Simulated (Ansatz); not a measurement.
**Run report: AlP, geometry relaxation (part 1 of 3)**

AlP (slab, 6 atoms in the cell), computed with DFT r2SCAN, scalar-relativistic, plane waves, PAW, no spin polarisation (Ansatz 0.2.0).

The structure derives from an entry of the Crystallography Open Database. The input holds or restrains some coordinates. Forces given for the steps count only the free coordinates. It belongs to a series of runs on one base structure; here: clean slab, lower half held.

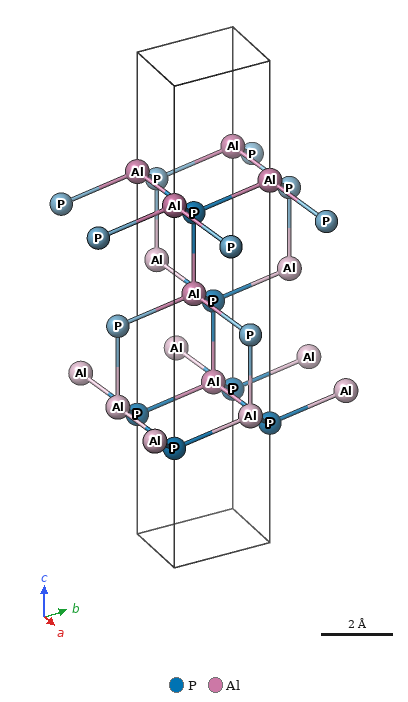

The input geometry (ball-and-stick view of the cell of the calculation, with the vacuum cut short, seen slightly off an axis; neighbours outside the cell are drawn fainter). An atom can appear more than once, as a periodic image. Near neighbours in the periodic cell (some may lie outside the picture): P has 3 Al at 2.37 Å; Al has 4 P at 2.37 Å; P has 4 Al at 2.37 Å; Al has 3 P at 2.37 Å.

**Input file**
```yaml
crystal:
  lattice:
    - [3.8738995426, 0.0, 0.0]
    - [-1.9369497713, 3.3548954156, 0.0]
    - [0.0, 0.0, 24.1168078956]
  atoms:
    - { symbol: P, position: [0.0, 0.0, 0.3524512878] }
    - { symbol: Al, position: [0.3333333333, 0.6666666667, 0.3852398905] }
    - { symbol: P, position: [0.3333333333, 0.6666666667, 0.4836056986] }
    - { symbol: Al, position: [0.6666666667, 0.3333333333, 0.5163943014] }
    - { symbol: P, position: [0.6666666667, 0.3333333333, 0.6147601095] }
    - { symbol: Al, position: [0.0, 0.0, 0.6475487122] }
basis:
  ecutwfc: 500
kpoints:
  mp_grid: { grid: [9, 9, 1] }
hamiltonian:
  xc: r2scan
scf:
  occupations: { method: gaussian, width: 0.05 }
output:
  forces: true
  eigenvalues: true
  write_density: true
  write_potential: true
  elf: true
  volumetric_format: npy
relax:
  adjacent_minimum: "off"
  f_tol: 0.03
  max_steps: 70
  constraints: [{ sites: [0, 1, 2] }]
efield:
  axis: 3
  dipole_correction: true
  ramp_width: 0.04
```

Hardware: 2 threads of Intel Xeon (Granite Rapids), 32 GiB of memory available, shared host.

Launch command:
```bash
ansatz run input.yaml --threads 2 --pin off --max-ram 5120MiB --backend cpu --events-out ev --progress --plain --runs-dir out
```

**Output**
```
Engine: ansatz 0.2.0, x86_64-unknown-linux-gnu
Pseudopotentials: kind: paw
Pseudopotential: P, paw, valence charge 5, recommended cutoff 500 eV (meta_gga), P.paw.azcp
Pseudopotential: Al, paw, valence charge 3, recommended cutoff 500 eV (meta_gga), Al.paw.azcp
Functional definition: r2SCAN
  parameter k0 = 0.174
  parameter k1 = 0.065
  parameter a1 = 4.9479
  exchange = r2scan_x(k0 = k0, k1 = k1, a1 = a1)
  correlation = r2scan_c
Crystal: 6 atoms, lattice volume = 313.435 Å³
Basis set: ecut = 500 eV, 7941 PW (Γ), exchange–correlation on 120×120×720 points (64 copies of the dense FFT grid, shifted against one another)
Bands: 18, of which v1, the nominal top of the filled ones, is band 12 counted from 1 (11 counted from 0)
Symmetry: 6 space group operations
Space group: P3m1 (ITA 156), of the structure as read, at distance tolerance 6.8e-5 Å
k-points: 12 of 81 (time reversal used)
Non-local potential: P, projectors of the file, l = 0: 2, l = 1: 2, l = 2: 2
Non-local potential: Al, projectors of the file, l = 0: 2, l = 1: 2, l = 2: 1
PAW form: soft (Blöchl's): semilocal exchange-correlation on the pseudo side does not see the compensation charge
PAW frozen core: P, regenerated for the run's functional (the file was generated under x = pbe(κ = 0.804, μ = 0.2195149727645171), c = pbe(β = 0.06672455060314922))
PAW frozen core: Al, regenerated for the run's functional (the file was generated under x = pbe(κ = 0.804, μ = 0.2195149727645171), c = pbe(β = 0.06672455060314922))
PAW one-centre angular grid: P, 302 points (default); XC on 160 Gauss nodes
PAW one-centre angular grid: Al, 302 points (default); XC on 160 Gauss nodes
Initial density: superposition of atomic densities (neutral atoms: chi_scale 0, normalization atom), corrected by the library's trained network
Initial wavefunctions: pseudopotential atomic-orbital guess
Functional: x = r2scan, c = r2scan; τ floored in thin density (d = 2e-4 eV/Å³)
SCF iter   1: F=—  HF=-3900.089192 eV  |F-HF|=—  |Δ(HF+E_count)|=         —  Δρ=4.04e-3  dr2=1.00e0  dr2_τ=3.42e-2  ethr=1.77e-3  p=0.208 e·Å  D=1.20e-1 V/Å  ΔV_dip=-2.90 eV  dr2_dipole=5.13e-1  V_vac-E_F(+/−)=3.46/6.36 eV  ⟨swp⟩=10.6  Hψ=1861  notcnv=0  defer=3
efield: sawtooth ramp at fractional position 0.9800 (placed from the atoms, in the widest stretch of the axis that holds none; the zero of the levels goes with the place), width 0.0400; the density the first Hamiltonian is built on has a dipole p = 0.208 e·Å; the dipole correction subtracts the counter field D = 1.20e-1 V/Å, which shifts the + side's vacuum level by -2.90 eV against the − side's; the planar-averaged density in the ramp window peaks in size at 1.0e-5 e/Å³
preconditioner: auto → LDOS  [insulator: Δε(μ)=0.162 eV  Ē_g=8.133 eV  σ=0.050 eV  W_gap=0.58  n_scr=12 (ndim 8)  ℏωp=10.3 eV  f_vac=0.525  D(μ)=1.71/eV (n_scr^D=6)  ε∞_Penn≈2.6  β→1.0]
SCF iter   2: F=—  HF=-3900.269015 eV  |F-HF|=—  |Δ(HF+E_count)|=   1.80e-1  Δρ=1.36e-2  dr2=1.40e1  dr2_τ=1.17e-2  ethr=1.77e-3  p=0.257 e·Å  D=1.48e-1 V/Å  ΔV_dip=-3.58 eV  dr2_dipole=8.16e0  V_vac-E_F(+/−)=3.14/6.72 eV  ⟨swp⟩=2.6  Hψ=372  notcnv=0  defer=14  recentre
SCF iter   3: F=—  HF=-3900.154085 eV  |F-HF|=—  |Δ(HF+E_count)|=   1.15e-1  Δρ=3.30e-3  dr2=6.99e-1  dr2_τ=2.02e-4  ethr=1.77e-3  p=0.210 e·Å  D=1.21e-1 V/Å  ΔV_dip=-2.93 eV  dr2_dipole=3.66e-1  V_vac-E_F(+/−)=3.45/6.38 eV  ⟨swp⟩=2.7  Hψ=249  notcnv=0  defer=14
SCF iter   4: F=—  HF=-3900.144192 eV  |F-HF|=—  |Δ(HF+E_count)|=   9.89e-3  Δρ=1.58e-3  dr2=1.02e-1  dr2_τ=1.16e-4  ethr=1.77e-3  p=0.217 e·Å  D=1.25e-1 V/Å  ΔV_dip=-3.02 eV  dr2_dipole=4.68e-2  V_vac-E_F(+/−)=3.43/6.45 eV  ⟨swp⟩=1.3  Hψ=317  notcnv=0  defer=13
SCF iter   5: F=—  HF=-3900.144002 eV  |F-HF|=—  |Δ(HF+E_count)|=   1.91e-4  Δρ=1.39e-3  dr2=1.55e-1  dr2_τ=1.04e-4  ethr=4.25e-4  p=0.219 e·Å  D=1.27e-1 V/Å  ΔV_dip=-3.06 eV  dr2_dipole=8.69e-2  V_vac-E_F(+/−)=3.39/6.44 eV  ⟨swp⟩=2.5  Hψ=238  notcnv=0  defer=14
SCF iter   6: F=—  HF=-3900.142864 eV  |F-HF|=—  |Δ(HF+E_count)|=   1.14e-3  Δρ=5.40e-4  dr2=1.95e-2  dr2_τ=2.58e-6  ethr=4.25e-4  p=0.217 e·Å  D=1.25e-1 V/Å  ΔV_dip=-3.03 eV  dr2_dipole=1.11e-2  V_vac-E_F(+/−)=3.40/6.43 eV  ⟨swp⟩=1.3  Hψ=206  notcnv=0  defer=14
SCF iter   7: F=—  HF=-3900.142668 eV  |F-HF|=—  |Δ(HF+E_count)|=   1.97e-4  Δρ=2.14e-4  dr2=4.34e-3  dr2_τ=4.50e-6  ethr=8.11e-5  p=0.215 e·Å  D=1.24e-1 V/Å  ΔV_dip=-2.99 eV  dr2_dipole=2.29e-3  V_vac-E_F(+/−)=3.41/6.41 eV  ⟨swp⟩=1.1  Hψ=216  notcnv=0  defer=14
SCF iter   8: F=—  HF=-3900.142691 eV  |F-HF|=—  |Δ(HF+E_count)|=   2.32e-5  Δρ=2.51e-4  dr2=5.67e-3  dr2_τ=2.13e-6  ethr=1.81e-5  p=0.214 e·Å  D=1.24e-1 V/Å  ΔV_dip=-2.99 eV  dr2_dipole=3.13e-3  V_vac-E_F(+/−)=3.42/6.40 eV  ⟨swp⟩=1.0  Hψ=202  notcnv=0  defer=14
SCF iter   9: F=—  HF=-3900.142661 eV  |F-HF|=—  |Δ(HF+E_count)|=   2.93e-5  Δρ=1.68e-4  dr2=2.43e-3  dr2_τ=7.82e-7  ethr=1.81e-5  p=0.214 e·Å  D=1.24e-1 V/Å  ΔV_dip=-2.98 eV  dr2_dipole=1.36e-3  V_vac-E_F(+/−)=3.42/6.40 eV  ⟨swp⟩=1.0  Hψ=202  notcnv=0  defer=14
SCF iter  10: F=—  HF=-3900.142639 eV  |F-HF|=—  |Δ(HF+E_count)|=   2.29e-5  Δρ=3.29e-5  dr2=5.57e-5  dr2_τ=3.45e-8  ethr=1.01e-5  p=0.215 e·Å  D=1.24e-1 V/Å  ΔV_dip=-2.99 eV  dr2_dipole=3.12e-5  V_vac-E_F(+/−)=3.42/6.41 eV  ⟨swp⟩=1.0  Hψ=202  notcnv=0  defer=14
SCF iter  11: F=-3900.142636 eV  HF=-3900.142636 eV  |F-HF|=5.56e-7  |Δ(HF+E_count)|=   2.15e-6  Δρ=6.93e-6  dr2=6.67e-7  dr2_τ=8.51e-10  ethr=9.38e-8  p=0.215 e·Å  D=1.24e-1 V/Å  ΔV_dip=-2.99 eV  dr2_dipole=1.27e-7  V_vac-E_F(+/−)=3.42/6.41 eV  ⟨swp⟩=21.3  Hψ=2444  notcnv=0
SCF 1 converged in 11 iterations: F = -3900.142636 eV  dr2 = 6.67e-7
  Residual-converged pass: ⟨swp⟩=1.2  Hψ=274  notcnv=0  max |occ|·‖R‖ = 7.1e-9 eV (tolerance 1.0e-8 eV)  dr2=6.67e-7  dr2_τ=8.51e-10  dr2_onsite=5.20e-9  max |Δocc| = 4.6e-10
  greatest PAW one-centre occupation: 0.793 electrons in one spin orbital (limit 2), on the P atom at site 0 (counted from 0), in its partial waves of l = 0
relax step   1: F+E_penalty+E_count = -3900.14263581 eV  Δ(F+E_penalty+E_count) = +0.000e0 eV  max|allowed force component| = 1.138e0 eV/Å  Δτ_max = 0.0000 Å  (11 SCF iters, dr2 threshold 2.25e-5 eV, accepted)
Initial density: handed on by an earlier stage of this run
Initial wavefunctions: those handed on with the density
SCF iter   1: F=—  HF=-3900.246959 eV  |F-HF|=—  |Δ(HF+E_count)|=         —  Δρ=4.97e-3  dr2=2.08e0  dr2_τ=2.12e-3  ethr=3.10e-3  p=0.215 e·Å  D=1.24e-1 V/Å  ΔV_dip=-2.99 eV  dr2_dipole=1.15e0  V_vac-E_F(+/−)=3.27/6.26 eV  ⟨swp⟩=3.1  Hψ=781  notcnv=0  defer=12
efield: sawtooth ramp at fractional position 0.9800 (handed on by an earlier solve), width 0.0400; the density the first Hamiltonian is built on has a dipole p = 0.215 e·Å; the dipole correction subtracts the counter field D = 1.24e-1 V/Å, which shifts the + side's vacuum level by -2.99 eV against the − side's; the planar-averaged density in the ramp window peaks in size at 1.9e-7 e/Å³
preconditioner: auto → LDOS  [insulator: Δε(μ)=0.058 eV  Ē_g=8.186 eV  σ=0.050 eV  W_gap=0.55  n_scr=12 (ndim 8)  ℏωp=10.3 eV  f_vac=0.530  D(μ)=1.32/eV (n_scr^D=6)  ε∞_Penn≈2.6  β→1.0]
SCF iter   2: F=—  HF=-3900.859509 eV  |F-HF|=—  |Δ(HF+E_count)|=   6.13e-1  Δρ=2.27e-2  dr2=3.72e1  dr2_τ=2.98e-2  ethr=3.10e-3  p=0.335 e·Å  D=1.94e-1 V/Å  ΔV_dip=-4.67 eV  dr2_dipole=2.17e1  V_vac-E_F(+/−)=2.52/7.19 eV  ⟨swp⟩=2.3  Hψ=372  notcnv=0  defer=15  recentre
SCF iter   3: F=—  HF=-3900.231654 eV  |F-HF|=—  |Δ(HF+E_count)|=   6.28e-1  Δρ=1.90e-3  dr2=2.62e-1  dr2_τ=4.55e-5  ethr=3.10e-3  p=0.227 e·Å  D=1.31e-1 V/Å  ΔV_dip=-3.16 eV  dr2_dipole=1.42e-1  V_vac-E_F(+/−)=3.26/6.43 eV  ⟨swp⟩=2.5  Hψ=313  notcnv=0  defer=14
SCF iter   4: F=—  HF=-3900.229127 eV  |F-HF|=—  |Δ(HF+E_count)|=   2.53e-3  Δρ=7.06e-4  dr2=2.52e-2  dr2_τ=2.36e-5  ethr=1.09e-3  p=0.232 e·Å  D=1.34e-1 V/Å  ΔV_dip=-3.23 eV  dr2_dipole=1.32e-2  V_vac-E_F(+/−)=3.24/6.47 eV  ⟨swp⟩=1.7  Hψ=320  notcnv=0  defer=12
SCF iter   5: F=—  HF=-3900.228183 eV  |F-HF|=—  |Δ(HF+E_count)|=   9.44e-4  Δρ=2.29e-4  dr2=2.01e-3  dr2_τ=7.34e-6  ethr=1.05e-4  p=0.231 e·Å  D=1.33e-1 V/Å  ΔV_dip=-3.21 eV  dr2_dipole=9.32e-4  V_vac-E_F(+/−)=3.26/6.47 eV  ⟨swp⟩=2.0  Hψ=319  notcnv=0  defer=12
SCF iter   6: F=—  HF=-3900.228177 eV  |F-HF|=—  |Δ(HF+E_count)|=   6.10e-6  Δρ=1.57e-4  dr2=1.47e-3  dr2_τ=1.01e-6  ethr=8.38e-6  p=0.231 e·Å  D=1.33e-1 V/Å  ΔV_dip=-3.21 eV  dr2_dipole=7.06e-4  V_vac-E_F(+/−)=3.25/6.47 eV  ⟨swp⟩=1.6  Hψ=237  notcnv=0  defer=12
SCF iter   7: F=—  HF=-3900.228168 eV  |F-HF|=—  |Δ(HF+E_count)|=   9.09e-6  Δρ=5.57e-5  dr2=1.44e-4  dr2_τ=1.83e-7  ethr=6.13e-6  p=0.231 e·Å  D=1.33e-1 V/Å  ΔV_dip=-3.21 eV  dr2_dipole=6.40e-5  V_vac-E_F(+/−)=3.25/6.47 eV  ⟨swp⟩=1.0  Hψ=205  notcnv=0  defer=12
SCF iter   8: F=-3900.228167 eV  HF=-3900.228171 eV  |F-HF|=4.35e-6  |Δ(HF+E_count)|=   3.45e-6  Δρ=1.38e-5  dr2=3.70e-6  dr2_τ=1.98e-8  ethr=3.37e-7  p=0.231 e·Å  D=1.33e-1 V/Å  ΔV_dip=-3.21 eV  dr2_dipole=1.34e-6  V_vac-E_F(+/−)=3.25/6.47 eV  ⟨swp⟩=20.3  Hψ=2407  notcnv=0
SCF 2 converged in 8 iterations: F = -3900.228167 eV  dr2 = 3.70e-6
  Residual-converged pass: ⟨swp⟩=1.0  Hψ=264  notcnv=0  max |occ|·‖R‖ = 6.9e-9 eV (tolerance 1.0e-8 eV)  dr2=3.70e-6  dr2_τ=1.98e-8  dr2_onsite=2.15e-8  max |Δocc| = 7.3e-11
relax step   2: F+E_penalty+E_count = -3900.22816695 eV  Δ(F+E_penalty+E_count) = -8.553e-2 eV  max|allowed force component| = 5.846e-1 eV/Å  Δτ_max = 0.1246 Å  (8 SCF iters, dr2 threshold 8.09e-5 eV, accepted)
iter 1 solved again at ethr=2.75e-3 eV; its pass at ethr=3.10e-3 eV (dr2=6.60e-1 eV) is discarded
SCF iter   1: F=—  HF=-3900.263608 eV  |F-HF|=—  |Δ(HF+E_count)|=         —  Δρ=3.03e-3  dr2=5.89e-1  dr2_τ=6.25e-3  ethr=2.75e-3  p=0.231 e·Å  D=1.33e-1 V/Å  ΔV_dip=-3.21 eV  dr2_dipole=2.98e-1  V_vac-E_F(+/−)=3.18/6.40 eV  ⟨swp⟩=1.0  Hψ=1045  notcnv=0  defer=14
efield: sawtooth ramp at fractional position 0.9800 (handed on by an earlier solve), width 0.0400; the density the first Hamiltonian is built on has a dipole p = 0.231 e·Å; the dipole correction subtracts the counter field D = 1.33e-1 V/Å, which shifts the + side's vacuum level by -3.21 eV against the − side's; the planar-averaged density in the ramp window peaks in size at 1.5e-7 e/Å³
preconditioner: auto → LDOS  [insulator: Δε(μ)=0.104 eV  Ē_g=8.158 eV  σ=0.050 eV  W_gap=0.66  n_scr=12 (ndim 8)  ℏωp=10.3 eV  f_vac=0.530  D(μ)=1.68/eV (n_scr^D=6)  ε∞_Penn≈2.6  β→1.0]
SCF iter   2: F=—  HF=-3900.641065 eV  |F-HF|=—  |Δ(HF+E_count)|=   3.77e-1  Δρ=1.85e-2  dr2=2.68e1  dr2_τ=2.04e-2  ethr=2.45e-3  p=0.313 e·Å  D=1.81e-1 V/Å  ΔV_dip=-4.35 eV  dr2_dipole=1.54e1  V_vac-E_F(+/−)=2.64/7.00 eV  ⟨swp⟩=2.8  Hψ=292  notcnv=0  defer=14  recentre
SCF iter   3: F=—  HF=-3900.259999 eV  |F-HF|=—  |Δ(HF+E_count)|=   3.81e-1  Δρ=2.15e-3  dr2=2.77e-1  dr2_τ=6.88e-5  ethr=2.45e-3  p=0.234 e·Å  D=1.35e-1 V/Å  ΔV_dip=-3.26 eV  dr2_dipole=1.41e-1  V_vac-E_F(+/−)=3.18/6.44 eV  ⟨swp⟩=2.2  Hψ=329  notcnv=0  defer=12
SCF iter   4: F=—  HF=-3900.255263 eV  |F-HF|=—  |Δ(HF+E_count)|=   4.74e-3  Δρ=7.66e-4  dr2=2.78e-2  dr2_τ=5.38e-5  ethr=1.16e-3  p=0.243 e·Å  D=1.40e-1 V/Å  ΔV_dip=-3.38 eV  dr2_dipole=1.50e-2  V_vac-E_F(+/−)=3.14/6.52 eV  ⟨swp⟩=2.1  Hψ=232  notcnv=0  defer=12
SCF iter   5: F=—  HF=-3900.254327 eV  |F-HF|=—  |Δ(HF+E_count)|=   9.36e-4  Δρ=2.80e-4  dr2=3.95e-3  dr2_τ=7.03e-6  ethr=1.16e-4  p=0.242 e·Å  D=1.40e-1 V/Å  ΔV_dip=-3.37 eV  dr2_dipole=2.07e-3  V_vac-E_F(+/−)=3.14/6.51 eV  ⟨swp⟩=2.3  Hψ=302  notcnv=0  defer=13
SCF iter   6: F=—  HF=-3900.254160 eV  |F-HF|=—  |Δ(HF+E_count)|=   1.68e-4  Δρ=1.17e-4  dr2=9.27e-5  dr2_τ=8.69e-7  ethr=1.65e-5  p=0.242 e·Å  D=1.40e-1 V/Å  ΔV_dip=-3.37 eV  dr2_dipole=7.72e-6  V_vac-E_F(+/−)=3.14/6.51 eV  ⟨swp⟩=1.7  Hψ=281  notcnv=0  defer=12
SCF iter   7: F=-3900.254161 eV  HF=-3900.254162 eV  |F-HF|=1.27e-6  |Δ(HF+E_count)|=   2.72e-6  Δρ=5.83e-5  dr2=1.64e-5  dr2_τ=2.15e-7  ethr=8.90e-8  p=0.242 e·Å  D=1.40e-1 V/Å  ΔV_dip=-3.37 eV  dr2_dipole=3.31e-6  V_vac-E_F(+/−)=3.14/6.51 eV  ⟨swp⟩=23.0  Hψ=2812  notcnv=0
SCF 3 converged in 7 iterations: F = -3900.254161 eV  dr2 = 1.64e-5
relax step   3: F+E_penalty+E_count = -3900.25416099 eV  Δ(F+E_penalty+E_count) = -2.599e-2 eV  max|allowed force component| = 7.541e-2 eV/Å  Δτ_max = 0.0690 Å  (7 SCF iters, dr2 threshold 2.14e-5 eV, accepted)
iter 1 solved again at ethr=8.68e-4 eV; its pass at ethr=3.10e-3 eV (dr2=2.08e-1 eV) is discarded
```
